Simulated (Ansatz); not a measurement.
Run report: PbSe, band-structure calculation (part 2 of 2)

The same run, continued: PbSe (4 atoms in the cell); DFT, HSE06, plane waves, PAW, no spin polarisation (Ansatz 0.2.0); cutoff 420 eV, 6×6×4 k-mesh, fixed occupations. The structure was built on a prototype by a generator. The geometry comes from this level: r2SCAN (a point of a series of strains).

Geometry of the input (Å; fractional positions):
```
5.1741  0.0000  0.0000
-2.5871  4.4809  0.0000
0.0000  0.0000  6.2148
Pb 0.3333  0.6667  -0.0649
Pb 0.6667  0.3333  0.4351
Se 0.3333  0.6667  0.4399
Se 0.6667  0.3333  0.9399
```

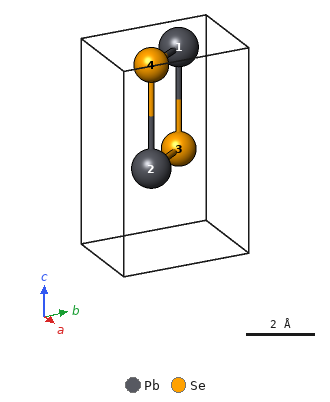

*The input geometry (ball-and-stick view of the cell of the calculation, seen slightly off an axis; atoms are numbered from 1 in the order of the input). An atom can appear more than once, as a periodic image.*

**Output, continued**
```
--- Stress (GPa, compression-positive) ---
        0.068266       0.000000       0.000000
        0.000000       0.068266       0.000000
       -0.000000       0.000000      -0.119968
  P = ⅓ Tr σ = 0.0055 GPa (0.055 kbar)
--- Band table (eV; the first three rows and the last of 21) ---
  k-point 0: bands = ["-44.9273", "-44.9273", "-44.9272", "-44.9272", "-44.9210", "-44.9209", "-44.9197", "-44.9197", "-44.9196", "-44.9196", "-12.7128", "-12.6241", "-12.6241", "-12.6233", "-12.6233", "-12.6103", "-12.6103", "-12.6102", "-12.5762", "-12.5762", "-8.4690", "-7.1317", "-1.7790", "-0.7022", "1.0456", "2.6572", "2.6572", "3.9517", "3.9517", "3.9751", "8.1969", "8.1969", "9.7454", "9.7454", "11.1304"]
  k-point 1: bands = ["-44.9273", "-44.9273", "-44.9273", "-44.9273", "-44.9210", "-44.9209", "-44.9197", "-44.9197", "-44.9196", "-44.9196", "-12.6922", "-12.6293", "-12.6293", "-12.6271", "-12.6271", "-12.6190", "-12.5997", "-12.5997", "-12.5783", "-12.5783", "-8.3141", "-7.3729", "-1.9687", "-1.1796", "2.2175", "2.8352", "2.8352", "3.7569", "3.7569", "4.8142", "8.2305", "8.2305", "9.2999", "9.2999", "9.3565"]
  k-point 2: bands = ["-44.9273", "-44.9273", "-44.9273", "-44.9273", "-44.9209", "-44.9209", "-44.9196", "-44.9196", "-44.9196", "-44.9196", "-12.6497", "-12.6497", "-12.6312", "-12.6312", "-12.6312", "-12.6312", "-12.5862", "-12.5862", "-12.5862", "-12.5862", "-7.8869", "-7.8869", "-1.8219", "-1.8219", "3.2854", "3.2854", "3.2854", "3.2854", "4.4993", "4.4993", "8.5914", "8.5914", "8.5914", "8.5914", "8.8787"]
  k-point 20: bands = ["-44.9272", "-44.9272", "-44.9272", "-44.9272", "-44.9209", "-44.9209", "-44.9197", "-44.9197", "-44.9196", "-44.9196", "-12.6427", "-12.6427", "-12.6330", "-12.6330", "-12.6151", "-12.6151", "-12.5930", "-12.5930", "-12.5925", "-12.5925", "-7.4587", "-7.4587", "-3.2228", "-3.2228", "2.1316", "2.1316", "4.5041", "4.5041", "5.9500", "5.9500", "7.6045", "7.6045", "8.8500", "8.8500", "10.8002"]
```

**File rho_z.tsv**
```
# z_ang	rho[e/angstrom^3]
# format = ansatz-planar-average/11
# lattice	5.174144345	0.000000000	0.000000000
# lattice	-2.587072172	4.480940446	0.000000000
# lattice	0.000000000	0.000000000	6.214774963
# sites	4
# site	82	0.000000000	2.987293630	-0.403317007
# site	82	2.587072172	1.493646815	2.704070475
# site	34	0.000000000	2.987293630	2.733857618
# site	34	2.587072172	1.493646815	5.841245100
0.000000	6.759447e-1
0.138106	4.449230e-1
0.276212	2.957828e-1
0.414318	2.026389e-1
0.552424	1.433727e-1
0.690531	1.038120e-1
0.828637	7.830009e-2
0.966743	6.332572e-2
1.104849	5.650547e-2
1.242955	5.674759e-2
1.381061	6.414392e-2
1.519167	8.017408e-2
1.657273	1.075136e-1
1.795379	1.504236e-1
1.933486	2.148722e-1
2.071592	3.132178e-1
2.209698	4.639920e-1
2.347804	6.898192e-1
2.485910	9.877800e-1
2.624016	1.258920e0
2.762122	1.328503e0
2.900228	1.137182e0
3.038334	8.239083e-1
3.176441	5.489612e-1
3.314547	3.616991e-1
3.452653	2.437507e-1
3.590759	1.698855e-1
3.728865	1.216195e-1
3.866971	8.951141e-2
4.005077	6.969959e-2
4.143183	5.897140e-2
4.281289	5.578836e-2
4.419396	5.946942e-2
4.557502	7.096549e-2
4.695608	9.217376e-2
4.833714	1.267451e-1
4.971820	1.793599e-1
5.109926	2.587760e-1
5.248032	3.806567e-1
5.386138	5.663441e-1
5.524244	8.329914e-1
5.662351	1.137571e0
5.800457	1.327822e0
5.938563	1.260106e0
6.076669	9.836489e-1
```

**File v_z.tsv**
```
# z_ang	v_es[eV]	v_tot[eV]
# format = ansatz-planar-average/11
# xc	hse06
# density_cutoff_ev	1680
# datasets	Pb=:simpson_from_first_knot:soft:fock:shift=0	Se=:simpson_from_first_knot:soft:fock:shift=0
# lattice	5.174144345	0.000000000	0.000000000
# lattice	-2.587072172	4.480940446	0.000000000
# lattice	0.000000000	0.000000000	6.214774963
# sites	4
# site	82	0.000000000	2.987293630	-0.403317007
# site	82	2.587072172	1.493646815	2.704070475
# site	34	0.000000000	2.987293630	2.733857618
# site	34	2.587072172	1.493646815	5.841245100
0.000000	6.709164e-1	-7.717179e0
0.138106	1.625365e0	-6.240507e0
0.276212	3.105401e0	-4.189066e0
0.414318	5.003783e0	-1.710962e0
0.552424	6.835613e0	6.921519e-1
0.690531	8.068948e0	2.453463e0
0.828637	8.737301e0	3.538431e0
0.966743	9.127136e0	4.100444e0
1.104849	9.301535e0	4.273231e0
1.242955	9.279799e0	4.259570e0
1.381061	9.058501e0	4.034303e0
1.519167	8.627707e0	3.402009e0
1.657273	7.876313e0	2.209951e0
1.795379	6.520820e0	3.111825e-1
1.933486	4.624948e0	-2.169223e0
2.071592	2.754795e0	-4.629137e0
2.209698	1.363149e0	-6.589660e0
2.347804	5.085144e-1	-7.949200e0
2.485910	5.187052e-2	-8.789620e0
2.624016	-1.437816e-1	-9.205314e0
2.762122	-1.643994e-1	-9.259575e0
2.900228	-1.928155e-2	-8.961213e0
3.038334	3.586539e-1	-8.250688e0
3.176441	1.087351e0	-7.050437e0
3.314547	2.298163e0	-5.283975e0
3.452653	4.024117e0	-2.981220e0
3.590759	5.968980e0	-4.566131e-1
3.728865	7.540742e0	1.668464e0
3.866971	8.451645e0	3.067630e0
4.005077	8.959209e0	3.879808e0
4.143183	9.240582e0	4.220875e0
4.281289	9.314307e0	4.284034e0
4.419396	9.195135e0	4.185160e0
4.557502	8.870669e0	3.779989e0
4.695608	8.309397e0	2.884982e0
4.833714	7.285786e0	1.354437e0
4.971820	5.610523e0	-8.879749e-1
5.109926	3.648960e0	-3.441703e0
5.248032	1.987424e0	-5.685032e0
5.386138	8.761223e-1	-7.341293e0
5.524244	2.399035e-1	-8.427504e0
5.662351	-7.159922e-2	-9.046005e0
5.800457	-1.735364e-1	-9.275075e0
5.938563	-1.150247e-1	-9.157278e0
6.076669	1.338217e-1	-8.662104e0
```

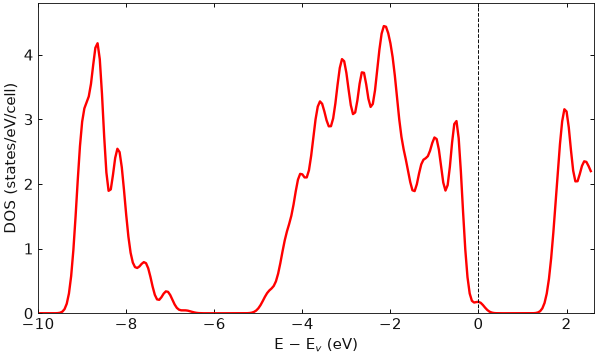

*Density of states (the curve is built from the levels of the k mesh with Gaussians 0.3 eV wide, which also blur the band edges), with energies from the valence-band top.*

There is a gap of 1.65 eV on the k-point mesh. Small ripples come from the finite k-point mesh.

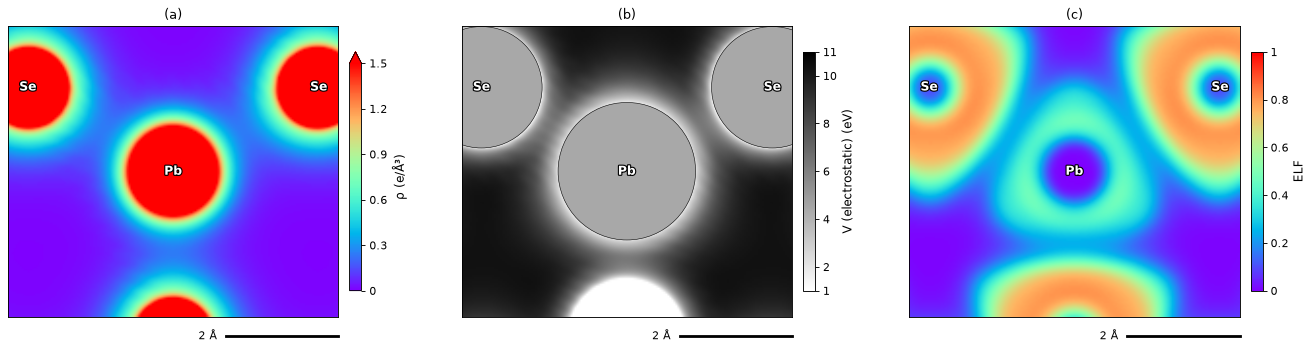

*(a) valence charge density (pseudo); (b) electrostatic potential energy of an electron; (c) ELF on the (001) plane of the conventional cell. Grey discs, where drawn, cover atomic cores.*

Pb–Se (2.99 Å): ρ at the midpoint is about 0.25 e/Å³; the ELF peaks at about 0.80 in the valence shell of Se, 0.9 Å from its nucleus, and drops to about 0.25 between the two atoms. Away from the nuclei the density in this plane falls to 0.005 e/Å³ at its lowest. Outside the cores the potential energy rises away from the atoms and is highest about 2.1 Å from the nearest atoms; outside the discs it spans about 9 eV, and its zero is arbitrary. In a PAW calculation such maps are meaningful between the atoms, not at the nuclei.

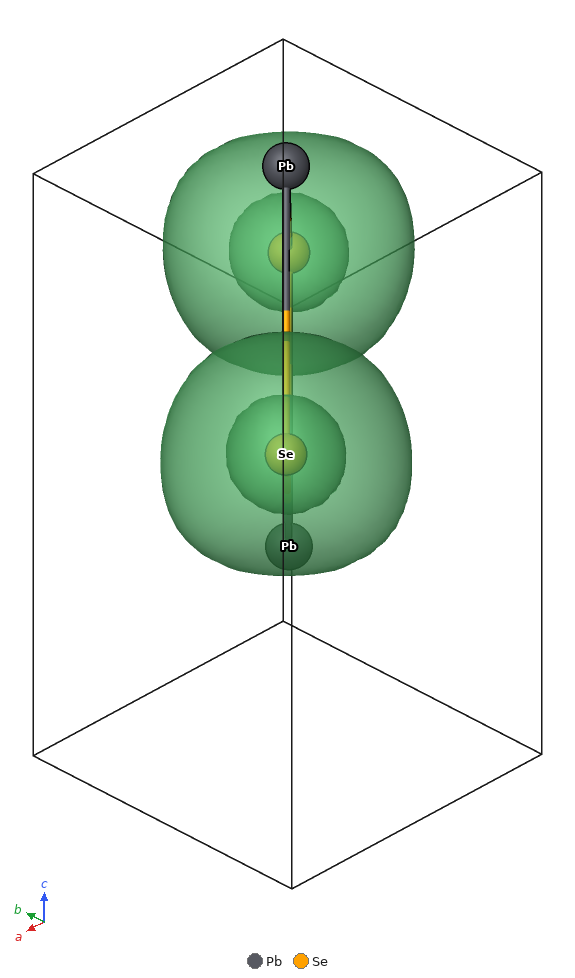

*Isosurface of the ELF at 0.7 (green), seen at an oblique angle. Only the valence region is drawn (cores and ρ < 0.01 e/Å³ removed). Sticks mark near contacts. The outline is the cell set on symmetry axes.*

Along the contacts the grid gives the following. Pb–Se (2.99 Å): the ELF peaks at about 0.80 in the valence shell of Se, 0.9 Å from its nucleus, and drops to about 0.25 between the two atoms. Pb–Se (3.08 Å): the ELF peaks at about 0.80 in the valence shell of Se, 0.8 Å from its nucleus, and drops to about 0.25 between the two atoms.
